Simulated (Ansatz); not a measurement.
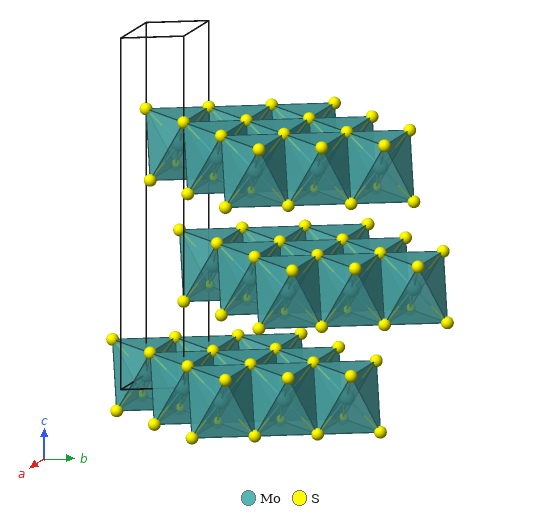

Polyhedra are drawn about Mo (bonds: Mo–S below 2.7 Å); other atoms are plain spheres.

System MoS₂ (space group R-3m, No. 166); source of the atomic positions: the geometry relaxed at fixed volume with DFT PBE+D3(BJ), scalar-relativistic, plane waves, PAW in Ansatz.

Sharing among the drawn polyhedra:

```json
{"site": "Mo", "polyhedron": "MoS6 octahedron", "corner-sharing neighbours": "0", "edge-sharing": "6", "face-sharing": "0", "bond (Å)": "2.42"}
```

They form layers of edge-sharing octahedra parallel to (001).
